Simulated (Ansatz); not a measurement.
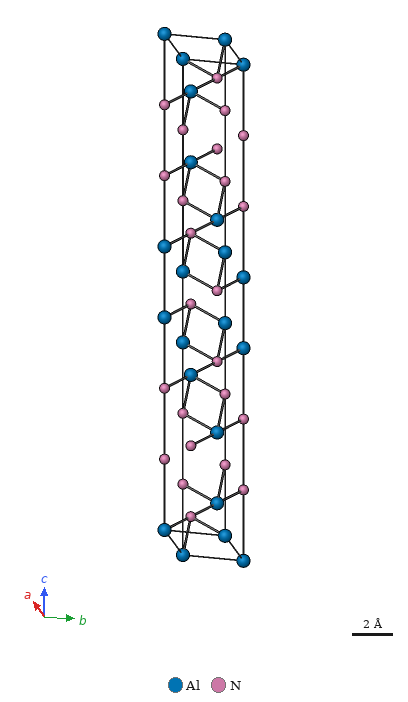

Figure 1. The input geometry of run 1 (ball-and-stick view of the cell 3 times as large as that of the calculation, set on its symmetry axes, seen at an oblique angle).

## What a change does: single-point calculation on Al₃N₄

System: Al₃N₄ (7 atoms in the cell).
Method of run 1: DFT PBE, scalar-relativistic, plane waves, PAW, spin-polarised (Ansatz 0.2.0).

The structure was made by swapping elements on the sites of another compound; it need not be a known phase. Text and figures count atoms from 1; the logs count them from 0 in places.

Input, run 1:
```yaml
crystal:
  lattice:
    - [1.5587658482, 0.8999538821, 9.1621087903]
    - [-1.5587658482, 0.8999538821, 9.1621087903]
    - [0.0, -1.7999077641, 9.1621087903]
  atoms:
    - { symbol: Al, position: [0.0, 0.0, 0.0] }
    - { symbol: Al, position: [0.5714, 0.5714, 0.5714] }
    - { symbol: Al, position: [0.4286, 0.4286, 0.4286] }
    - { symbol: "N", position: [0.8571, 0.8571, 0.8571], spin: 1.0 }
    - { symbol: "N", position: [0.1429, 0.1429, 0.1429], spin: 1.0 }
    - { symbol: "N", position: [0.7143, 0.7143, 0.7143], spin: 1.0 }
    - { symbol: "N", position: [0.2857, 0.2857, 0.2857], spin: 1.0 }
basis:
  ecutwfc: 420
kpoints:
  mp_grid: { grid: [6, 6, 6] }
hamiltonian:
  xc: pbe
scf:
  occupations: { method: gaussian, width: 0.1 }
  lower_state_search: "off"
output:
  forces: true
  stress: true
  eigenvalues: true
  populations: true
magnetization:
  spin_polarized: true
```

Command:
```bash
ansatz run input.yaml --threads 1 --pin off --max-ram 2560MiB --backend cpu --events-out ev --progress --plain --runs-dir out
```

Hardware: 1 thread of Arm Neoverse V2, 128 GiB of memory available, shared host.

Output, shortened to warnings, some set-up lines, iterations and results (run 1):
```
WARN: the starting moments were not kept: the SCF closed with an absolute magnetisation of 2.7e-6 μB, where they sum to 4 μB in size (4 sites). That is at most 0.1 of that sum. Measured as dr2_m measures the in/out step, that magnetisation stands 3.6e-12 eV from none, at or under the dr2_threshold of 1.0e-7 eV: it is no larger than a step whose dr2_m would equal this threshold. The system may …
Basis set: ecut = 420 eV, 1501 PW (Γ), FFT grids on a1−a3, a2−a3, a3, exchange–correlation on 48×48×128 points (8 copies of the dense FFT grid, shifted against one another)
Symmetry: 12 space group operations
k-points: 32 of 216
Initial density: superposition of atomic densities (chi_scale 0.1, normalization cell, long waves 2 % of neutral atoms (reshape's long-wave potential 1.02 eV rms, cloud 1.92 Å wide))
[...]
SCF iter   1: F=—  HF=-3149.241393 eV  |F-HF|=—  |Δ(HF+E_count)|=         —  Δρ=7.59e-2 (↑3.26e-2 ↓7.59e-2)  dr2=1.41e1  dr2_m=8.86e-1  M=1.445 μB ∫|m|=1.734 μB  β_m=0.30  …
SCF iter   2: F=—  HF=-3147.809010 eV  |F-HF|=—  |Δ(HF+E_count)|=    1.43e0  Δρ=4.43e-2 (↑2.22e-2 ↓4.43e-2)  dr2=5.19e0  dr2_m=4.63e-1  M=1.437 μB ∫|m|=1.668 μB  β_m=0.30  …
SCF iter   3: F=—  HF=-3147.079461 eV  |F-HF|=—  |Δ(HF+E_count)|=   7.30e-1  Δρ=2.87e-2 (↑2.87e-2 ↓1.85e-2)  dr2=1.02e0  dr2_m=2.00e-1  M=1.626 μB ∫|m|=1.788 μB  β_m=0.30  …
SCF iter   4: F=—  HF=-3147.056034 eV  |F-HF|=—  |Δ(HF+E_count)|=   2.34e-2  Δρ=1.75e-2 (↑1.75e-2 ↓1.64e-2)  dr2=4.80e-1  dr2_m=1.50e-1  M=1.411 μB ∫|m|=1.547 μB  β_m=0.30  …
SCF iter   5: F=—  HF=-3147.022888 eV  |F-HF|=—  |Δ(HF+E_count)|=   3.31e-2  Δρ=1.21e-2 (↑1.21e-2 ↓9.33e-3)  dr2=2.50e-2  dr2_m=7.46e-2  M=1.438 μB ∫|m|=1.537 μB  β_m=0.30  …
[... 25 lines ...]
SCF iter  31: F=-3147.122275 eV  HF=-3147.122275 eV  |F-HF|=8.99e-9  |Δ(HF+E_count)|=   5.07e-8  Δρ=3.55e-6 (↑3.55e-6 ↓7.26e-7)  dr2=1.25e-8  dr2_m=2.02e-9  M=0.000 μB …
SCF iter  32: F=-3147.122275 eV  HF=-3147.122275 eV  |F-HF|=1.27e-11  |Δ(HF+E_count)|=   1.48e-9  Δρ=1.10e-6 (↑1.02e-6 ↓1.10e-6)  dr2=6.56e-10  dr2_m=7.11e-10  M=0.000 μB …
SCF iter  33: F=-3147.122275 eV  HF=-3147.122275 eV  |F-HF|=1.55e-11  |Δ(HF+E_count)|=  7.40e-10  Δρ=5.30e-7 (↑5.30e-7 ↓3.83e-7)  dr2=1.35e-10  dr2_m=1.22e-10  M=0.000 μB …
SCF iter  34: F=-3147.122275 eV  HF=-3147.122275 eV  |F-HF|=5.09e-11  |Δ(HF+E_count)|=  1.54e-10  Δρ=1.30e-7 (↑1.02e-7 ↓1.30e-7)  dr2=6.03e-11  dr2_m=5.25e-12  M=0.000 μB …
SCF 1 converged in 34 iterations: F = -3147.122275 eV  dr2 = 6.03e-11
SCF converged after 34 iterations
Magnetization: 0.0000 μB (14.5000 up, 14.5000 down)
Absolute magnetization: 0.0000 μB (∫|ρ↑−ρ↓|, with the PAW one-centre terms)
Spin contamination: 0.0000 ħ² per cell (⟨S²⟩ above its minimum at these occupations)
Per-site moments (μB) at R_I (Å): [(1.8774561567771406e-8, 0.9181108147123537), (3.6418977461639785e-8, 0.9181108147123537), (3.641897745712236e-8, 0.9181108147123533), (3.045297322922792e-7, 0.9174443168998792), (3.0452973224611916e-7, 0.9174443168998792), (2.949781695406041e-8, …
Free energy (F): -3147.122275 eV
Harris-Foulkes:  -3147.122275 eV  (|F-HF|=5.09e-11)
Internal energy: -3147.111422 eV  (E = F + TS)
E sigma→0 (E₀):  -3147.116849 eV
Entropy (-TS):   -0.010853 eV (-1.550 meV/atom)
Fermi energy:    7.596763 eV
--- Per-component energies (eV) ---
  E_band       = 40.112468
  E_kinetic    = 565.959578
  E_local      = -788.100067  (includes V_loc(G=0)·N_el)
  E_nonlocal   = 208.143967
  E_hartree    = 259.533460
  E_xc         = -353.289850
  E_vxc        = -384.420765  (∫ρ·V_xc dr)
  E_paw        = -1904.816370  (= ΣΔE_a)
  E_vpaw       = -80.537476  (= ΣTr[D̂ρ^β])
  E_aug_tail   = 0.000341  (compensation charges beyond the density's cutoff)
  E_ewald      = -1134.542482
  E_smearing   = -0.010853  (= −TS)
  E_closure    = 0.000000  (closes the sum)
  Σ components = -3147.122275   (vs F -3147.122275, Δ=0.00e0)
--- Forces (eV/Å), atoms counted from 1 ---
  atom   1  Al    -0.00000000    -0.00000000     0.00000000
  atom   2  Al     0.00000000    -0.00000000    -0.21132384
  atom   3  Al     0.00000000     0.00000000     0.21132384
  atom   4  N      0.00000000     0.00000000     2.08223585
  atom   5  N      0.00000000    -0.00000000    -2.08223585
  atom   6  N      0.00000000    -0.00000000    -0.22777654
  atom   7  N      0.00000000     0.00000000     0.22777654
  max |Σ_I F_I| component: 3.33e-16 eV/Å
--- Stress (GPa, compression-positive) ---
      -28.090517       0.000000       0.000000
        0.000000     -28.090517      -0.000000
        0.000000      -0.000000     -38.174773
  P = ⅓ Tr σ = -31.4519 GPa (-314.519 kbar)
--- Löwdin populations: 7 sites ---
  site symbol       q [e]    m [muB]
     0     Al      2.0374     0.0000
     1     Al      2.0779     0.0000
     2     Al      2.0779     0.0000
     3      N      5.4076     0.0000
     4      N      5.4076     0.0000
     5      N      5.8905     0.0000
     6      N      5.8905     0.0000
  spilling = 0.007262 (of n_electrons = 29.000000)
```

For run 2 the input was changed thus:
```diff
-    - { symbol: "N", position: [0.8571, 0.8571, 0.8571], spin: 1.0 }
-    - { symbol: "N", position: [0.1429, 0.1429, 0.1429], spin: 1.0 }
-    - { symbol: "N", position: [0.7143, 0.7143, 0.7143], spin: 1.0 }
-    - { symbol: "N", position: [0.2857, 0.2857, 0.2857], spin: 1.0 }
+    - { symbol: "N", position: [0.8571, 0.8571, 0.8571] }
+    - { symbol: "N", position: [0.1429, 0.1429, 0.1429] }
+    - { symbol: "N", position: [0.7143, 0.7143, 0.7143] }
+    - { symbol: "N", position: [0.2857, 0.2857, 0.2857] }
-  populations: true
-magnetization:
-  spin_polarized: true
```

How does run 2 compare with run 1?

The energy is the same within 0.01 meV per atom. The SCF takes 7 iterations against 34. On the same kind of shared host run 2 took about 0.13 times as long. The two runs start from different initial densities, which also moves the count.

Output, shortened to warnings, some set-up lines, iterations and results (run 2):
```
Basis set: ecut = 420 eV, 1501 PW (Γ), FFT grids on a1−a3, a2−a3, a3, exchange–correlation on 48×48×128 points (8 copies of the dense FFT grid, shifted against one another)
Symmetry: 12 space group operations
k-points: 32 of 216
Initial density: superposition of atomic densities (neutral atoms: chi_scale 0, normalization atom), corrected by the library's trained network
[...]
SCF iter   1: F=—  HF=-3147.125893 eV  |F-HF|=—  |Δ(HF+E_count)|=         —  Δρ=4.31e-3  dr2=2.88e-2  ethr=1.77e-3  ⟨swp⟩=6.2  Hψ=3767  notcnv=0  defer=16
SCF iter   2: F=—  HF=-3147.125584 eV  |F-HF|=—  |Δ(HF+E_count)|=   3.09e-4  Δρ=2.87e-3  dr2=2.36e-2  ethr=9.92e-5  ⟨swp⟩=1.0  Hψ=960  notcnv=0  defer=19
SCF iter   3: F=—  HF=-3147.122287 eV  |F-HF|=—  |Δ(HF+E_count)|=   3.30e-3  Δρ=6.42e-4  dr2=3.09e-4  ethr=8.14e-5  ⟨swp⟩=1.4  Hψ=680  notcnv=0  defer=19
SCF iter   4: F=—  HF=-3147.122274 eV  |F-HF|=—  |Δ(HF+E_count)|=   1.34e-5  Δρ=2.44e-4  dr2=6.81e-5  ethr=1.07e-6  ⟨swp⟩=2.0  Hψ=1016  notcnv=0  defer=19
SCF iter   5: F=—  HF=-3147.122276 eV  |F-HF|=—  |Δ(HF+E_count)|=   2.38e-6  Δρ=6.60e-5  dr2=4.64e-6  ethr=2.35e-7  ⟨swp⟩=2.2  Hψ=981  notcnv=0  defer=19
SCF iter   6: F=—  HF=-3147.122275 eV  |F-HF|=—  |Δ(HF+E_count)|=   6.58e-7  Δρ=1.68e-5  dr2=1.74e-7  ethr=1.60e-8  ⟨swp⟩=2.1  Hψ=942  notcnv=0  defer=20
SCF iter   7: F=-3147.122275 eV  HF=-3147.122275 eV  |F-HF|=1.83e-9  |Δ(HF+E_count)|=   4.94e-8  Δρ=5.36e-6  dr2=1.65e-8  ethr=3.45e-10  ⟨swp⟩=9.3  Hψ=3304  notcnv=0
SCF 1 converged in 7 iterations: F = -3147.122275 eV  dr2 = 1.65e-8
SCF converged after 7 iterations
Free energy (F): -3147.122275 eV
Harris-Foulkes:  -3147.122275 eV  (|F-HF|=1.83e-9)
Internal energy: -3147.111422 eV  (E = F + TS)
E sigma→0 (E₀):  -3147.116849 eV
Entropy (-TS):   -0.010853 eV (-1.550 meV/atom)
Fermi energy:    7.596751 eV
--- Per-component energies (eV) ---
  E_band       = 40.111947
  E_kinetic    = 565.960381
  E_local      = -788.102002  (includes V_loc(G=0)·N_el)
  E_nonlocal   = 208.144253
  E_hartree    = 259.534574
  E_xc         = -353.289984
  E_vxc        = -384.420939  (∫ρ·V_xc dr)
  E_paw        = -1904.816503  (= ΣΔE_a)
  E_vpaw       = -80.537605  (= ΣTr[D̂ρ^β])
  E_aug_tail   = 0.000341  (compensation charges beyond the density's cutoff)
  E_ewald      = -1134.542482
  E_smearing   = -0.010853  (= −TS)
  E_closure    = 0.000000  (closes the sum)
  Σ components = -3147.122275   (vs F -3147.122275, Δ=0.00e0)
--- Forces (eV/Å), atoms counted from 1 ---
  atom   1  Al    -0.00000000     0.00000000     0.00000000
  atom   2  Al     0.00000000    -0.00000000    -0.21135564
  atom   3  Al     0.00000000     0.00000000     0.21135564
  atom   4  N      0.00000000     0.00000000     2.08222286
  atom   5  N     -0.00000000    -0.00000000    -2.08222286
  atom   6  N      0.00000000    -0.00000000    -0.22784116
  atom   7  N      0.00000000     0.00000000     0.22784116
  max |Σ_I F_I| component: 5.55e-17 eV/Å
--- Stress (GPa, compression-positive) ---
      -28.090537       0.000000      -0.000000
        0.000000     -28.090537      -0.000000
        0.000000      -0.000000     -38.174961
  P = ⅓ Tr σ = -31.4520 GPa (-314.520 kbar)
```

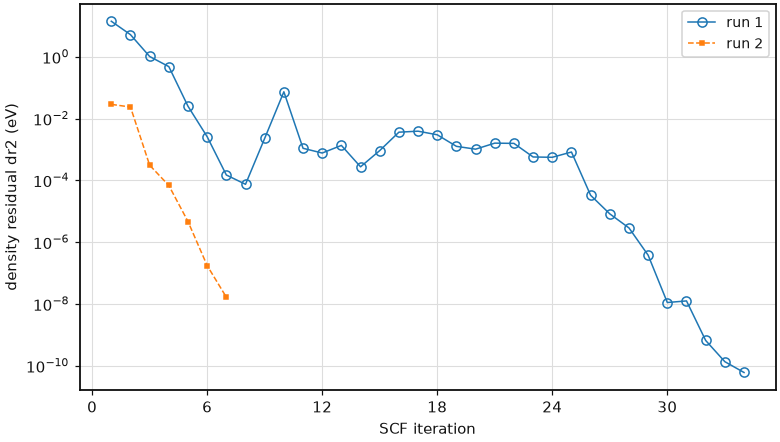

Figure 2. Convergence of the two runs: density residual dr2 against the SCF iteration. Run 1 takes 34 iterations in all, and run 2 takes 7.

The two runs side by side:

| quantity | run 1 | run 2 |
| --- | --- | --- |
| outcome | converged | converged |
| free energy per atom (eV) | −449.5889 | −449.5889 |
| energy per atom, smearing taken to zero (eV) | −449.5881 | −449.5881 |
| gap on the mesh (eV) | 0.00 | 0.00 |
| net moment of the cell (μB) | 0.00 | – |
| absolute moment of the cell (μB) | 0.00 | – |
| pressure (GPa) | −31.45 | −31.45 |
| largest force (eV/Å) | 2.082 | 2.082 |
| SCF iterations | 34 | 7 |
| irreducible k-points | 32 | 32 |
| plane waves at Γ | 1501 | 1501 |
| wall time (shared host) | 22 s | 3 s |

For both runs: The cell is under a tension of 31 GPa at this level, so it is not at its equilibrium volume. For run 1: Warnings: some starting moments were not kept. For run 2: The cell holds an odd number of electrons but the run has no spin polarisation, so it comes out as a metal.
